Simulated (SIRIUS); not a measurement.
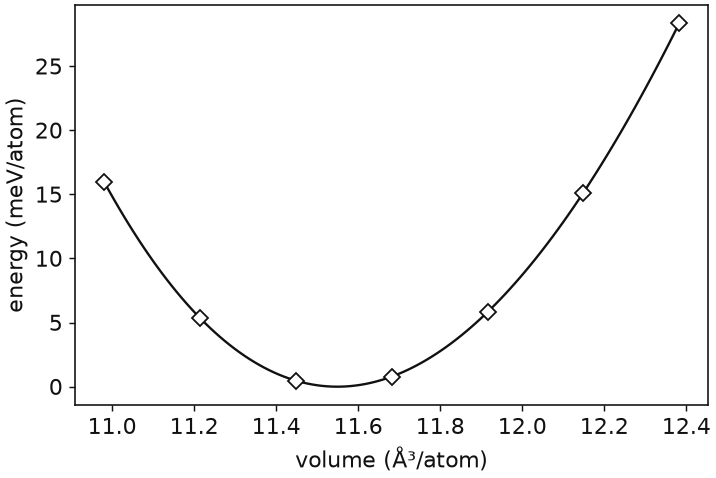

The figure shows the energy against volume for BP, space group F-43m (No. 216).

Structure:
```
P B
1.0
     0.00000    2.26900    2.26900
     2.26900    0.00000    2.26900
     2.26900    2.26900    0.00000
P B
1 1
Direct
  0.75000 0.75000 0.75000
  0.00000 0.00000 0.00000
```

How it was computed, with SIRIUS 7.10.0: plane-wave DFT, no spin polarisation; energies at scaled volumes of the given cell, shape and fractions fixed, counted from the fit's minimum, third-order Birch-Murnaghan fit. Level: PBEsol.

```
       setting                          value
        k mesh                       10×10×10
   occupations                    Fermi–Dirac
smearing width                        0.05 eV
    potentials  dojo sr pbesol 0.4.1 standard
   wave cutoff                        1054 eV
density cutoff                        4214 eV
```

This calculation gives: equilibrium volume 11.55 Å³/atom and bulk modulus 169 GPa.

Now P is replaced by As on all its sites, which gives BAs in the same structure. The second calculation uses wave cutoff 1151.586 eV. What happens?

The equilibrium volume rises from 11.55 to 13.56 Å³/atom (+17 %) and the bulk modulus falls from 169 to 140 GPa (−17 %).

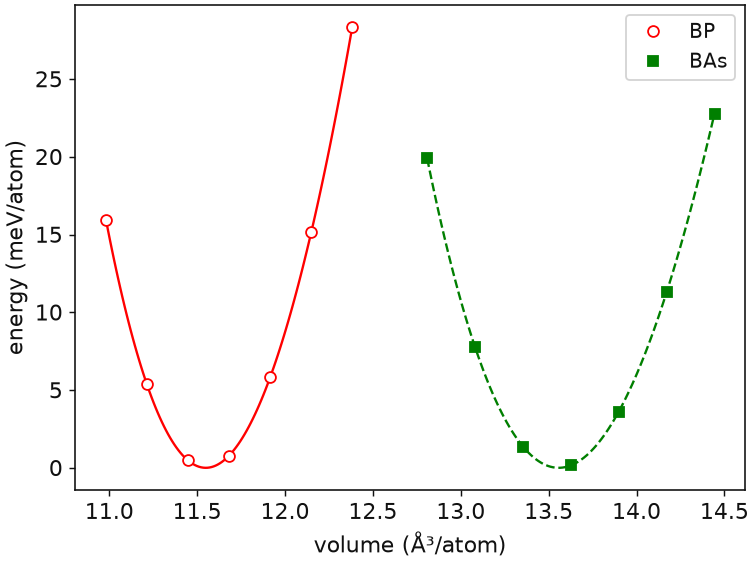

The two results together.

V0 and the bulk modulus come from third-order Birch–Murnaghan fits.
